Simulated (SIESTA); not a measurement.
# A series of single points on PbS

System: PbS (Pm-3m, 2 atoms in the cell).
Method: Kohn-Sham DFT of a periodic cell, PBE, PseudoDojo 0.4 standard, converted to PSML, no spin polarisation (SIESTA 5.4.2).

The 7 runs differ only in the geometry, by an even scaling of the cell at fixed fractional positions. The structure derives from a Materials Project entry.

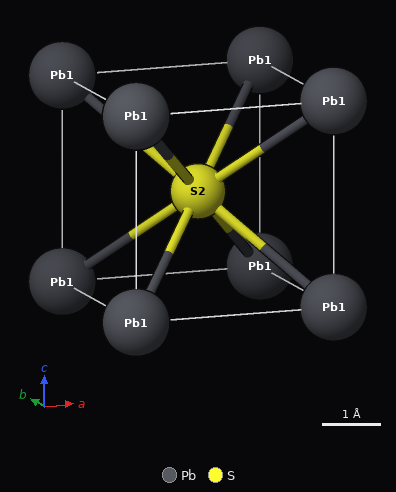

Figure 1. The structure of run 4 (ball-and-stick view of the cell of the calculation, seen slightly off an axis; atoms are numbered from 1 in the order of the input).

**Input of run 4**
```
SystemName                      PbS
SystemLabel                     PbS
NumberOfSpecies                 2
NumberOfAtoms                   2
%block ChemicalSpeciesLabel
  1  82 Pb
  2  16 S
%endblock ChemicalSpeciesLabel

LatticeConstant                 1.0 Ang
%block LatticeVectors
     3.6536590000     0.0000000000     0.0000000000
     0.0000000000     3.6536590000     0.0000000000
     0.0000000000     0.0000000000     3.6536590000
%endblock LatticeVectors
AtomicCoordinatesFormat         Ang
%block AtomicCoordinatesAndAtomicSpecies
     0.0000000000     0.0000000000     0.0000000000  1
     1.8268295000     1.8268295000     1.8268295000  2
%endblock AtomicCoordinatesAndAtomicSpecies

%block kgrid.MonkhorstPack
    7   0   0  0.0
    0   7   0  0.0
    0   0   7  0.0
%endblock kgrid.MonkhorstPack
XC.Functional                   GGA
XC.Authors                      PBE
PAO.BasisSize                   DZP
PAO.EnergyShift                 0.002 Ry
Mesh.Cutoff                     500 Ry
OccupationFunction              FD
ElectronicTemperature           0.05 eV
MaxSCFIterations                120
SCF.MustConverge                false
SCF.Mixer.Method                Pulay
SCF.Mixer.Weight                0.25
SCF.Mixer.History               8
SCF.DM.Tolerance                5.0e-05
SCF.H.Tolerance                 1.0e-03 eV
WriteForces                     true
Charge.Mulliken                 end
Charge.Hirshfeld                end
Charge.Voronoi                  end
SaveRho                         true
SaveElectrostaticPotential      true
```

Command:
```bash
siesta PbS.fdf > PbS.out 2>&1
```

Lattice vectors (Å) and fractional positions of run 4:
```
   3.653659    0.000000    0.000000
   0.000000    3.653659    0.000000
   0.000000    0.000000    3.653659
Pb  0.000000  0.000000  0.000000
S   0.500000  0.500000  0.500000
```

Run 6 has the same physical settings and fractional positions; its lattice vectors (Å) are:
```
   3.701739    0.000000    0.000000
   0.000000    3.701739    0.000000
   0.000000    0.000000    3.701739
```

**Results, with one run withheld**

| run | volume per atom (Å³) | free energy per atom, from the lowest run given (meV) | pressure (GPa) | gap on the mesh (eV) |
| --- | --- | --- | --- | --- |
| 1 | 22.924 | 24.17 | 4.62 | 0.00 |
| 2 | 23.411 | 12.43 | 3.16 | 0.00 |
| 3 | 23.899 | 4.70 | 1.94 | 0.00 |
| 4 | 24.387 | 0.58 | 0.77 | 0.08 |
| 5 | 24.874 | 0.00 | −0.35 | 0.12 |
| 6 | 25.362 | ? | ? | ? |
| 7 | 25.850 | 8.15 | −2.29 | 0.20 |

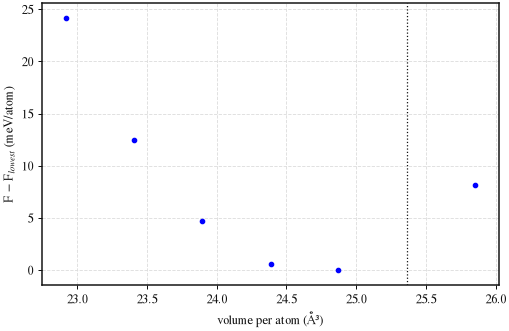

Figure 2. Free energy per atom of the runs given; the dotted line marks run 6.

Fit the runs given and predict run 6.

A cubic polynomial in V^(−2/3) (the Birch–Murnaghan form), fitted to the 6 runs given, misses them by at most 0.03 meV per atom. With x = V^(−2/3) − 0.11955 Å⁻², it reads F = 1.8019 + 2298.6 x + 6.6241e+05 x² − 3.903e+06 x³ (meV per atom). At run 6 it gives 2.58 meV per atom, and the run itself gives 2.58. The slope of the fit gives a pressure −dF/dV of −1.35 GPa there, and the run prints −1.33 GPa. The fit has its minimum at 24.720 Å³ per atom, where V d²F/dV² gives 54.6 GPa: the bulk modulus at this level, since symmetry fixes the shape and the positions. The gap on the mesh lies between 0.00 eV (run 1) and 0.20 eV (run 7); run 6 has 0.16 eV. These are gaps of this functional on this mesh, which can miss the band edges; they aren't the measured gap.

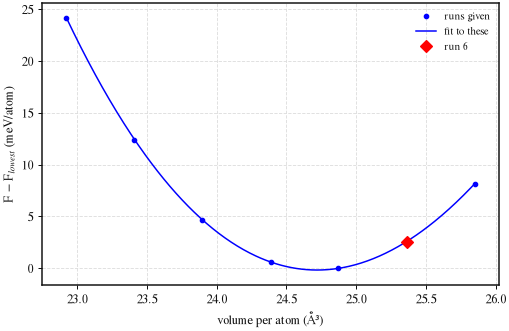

Figure 3. The fit and the withheld run.

**Some lines of the output (run 6)**
```
[...]
outcell: Cell volume (Ang**3)        :     50.7245
stepf: Fermi-Dirac step function
siesta: Etot    =     -2214.535760
siesta: FreeEng =     -2214.535760
        iscf     Eharris(eV)        E_KS(eV)     FreeEng(eV)     dDmax    Ef(eV) dHmax(eV)
siesta: E_KS(eV) =            -2215.7550
siesta: E_KS - E_eggbox =     -2215.7550
siesta: Etot    =     -2215.754972
siesta: FreeEng =     -2215.760834
siesta:         Fermi =      -5.143944
siesta: Cell volume =         50.724453 Ang**3
    Orbital volume contribution        =           2.426537 eV
```

Notes: Points of doubt noted for this run: mulliken charges of long orbitals. Spin–orbit coupling is left out, which matters for Pb. With a small basis of atomic orbitals these values can differ much from converged plane-wave results.
